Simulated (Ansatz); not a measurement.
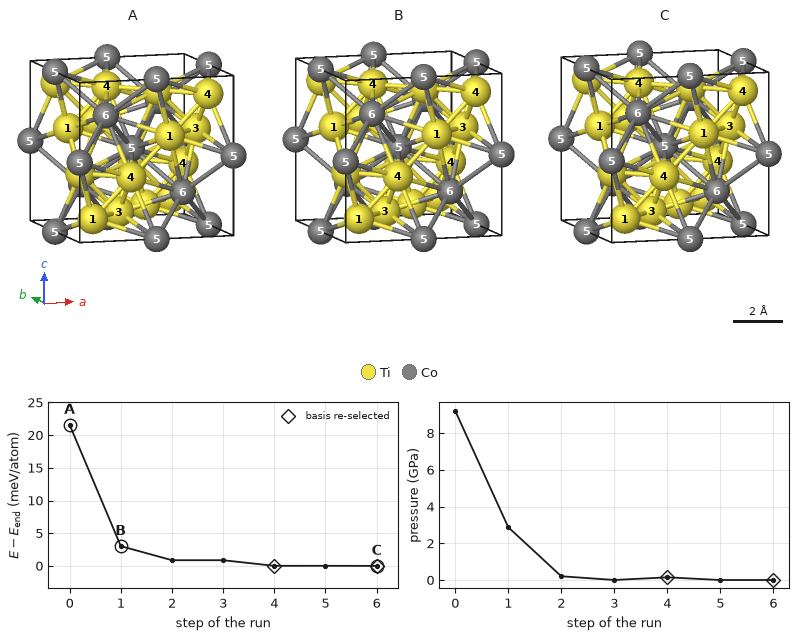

Frames of a relaxation of a crystal of Ti2Co (set up in Fd-3m), marked on the history of the run. Style: ball-and-stick. Shown: the conventional cell (4 times the calculation's cell), slightly off an axis. Lengths and directions refer to the drawn axes.

Case: relaxed functional: LDA.

Level of theory: DFT LDA, scalar-relativistic, plane waves, PAW in Ansatz 0.2.0.

Input file:
```yaml
crystal:
  lattice:
    - [0.0, 3.365, 3.365]
    - [3.365, 0.0, 3.365]
    - [3.365, 3.365, 0.0]
  atoms:
    - { symbol: Ti, position: [0.125, 0.125, 0.125], spin: 0.19 }
    - { symbol: Ti, position: [0.625, 0.125, 0.125], spin: 0.19 }
    - { symbol: Ti, position: [0.125, 0.125, 0.625], spin: 0.19 }
    - { symbol: Ti, position: [0.125, 0.625, 0.125], spin: 0.19 }
    - { symbol: Co, position: [0.5, 0.5, 0.5], spin: 1.58 }
    - { symbol: Co, position: [0.75, 0.75, 0.75], spin: 1.58 }
basis:
  ecutwfc: 420
kpoints:
  mp_grid: { grid: [10, 10, 10] }
hamiltonian:
  xc: lda
scf:
  occupations: { method: gaussian, width: 0.1 }
output:
  forces: true
  stress: true
  eigenvalues: true
  populations: true
magnetization:
  spin_polarized: true
relax:
  adjacent_minimum: "off"
  f_tol: 0.01
  max_steps: 60
  cell: { stress_tol: 0.05 }
```

Command:
```bash
ansatz run input.yaml --threads 1 --pin off --max-ram 2560MiB --backend cpu --events-out ev --progress --plain --runs-dir out
```

> What happens along the run?

The atoms keep their places relative to the cell (all moves are under 0.005 Å). The volume changes by +6.2 %, with a = b = c 6.730 → 6.866 Å (+2.0 %). Among the contacts that change: Co5–Co6 2.914 → 2.973 Å, Ti1–Co5 2.790 → 2.847 Å, Ti1–Ti2 2.379 → 2.428 Å. The space group stays Fd-3m (No. 227). The energy falls by 21.6 meV per atom in 4 accepted moves (6 points after the start). All forces vanish by symmetry, so only the cell relaxes. Pressure: 9.22 GPa at the start and 0.00 GPa at the end. The SCF was repeated twice at an unchanged geometry on a basis and grid sized afresh for the cell, which shifted the energy by 0.9 meV per atom at most. From step 0 to 1: volume +4.0 %, energy −18.5 meV per atom. From step 1 to 6: volume +2.1 %, energy −3.0 meV per atom.

| step | E − E(0), meV/atom | pressure, GPa | volume, Å³/atom | note |
| --- | --- | --- | --- | --- |
| 0 | 0.00 | 9.22 | 12.701 |  |
| 1 | -18.55 | 2.88 | 13.210 |  |
| 2 | -20.70 | 0.21 | 13.455 |  |
| 3 | -20.70 | 0.01 | 13.474 |  |
| 4 | -21.56 | 0.15 | 13.474 | same geometry, new basis |
| 5 | -21.56 | 0.00 | 13.489 |  |
| 6 | -21.57 | 0.00 | 13.489 | same geometry, new basis |
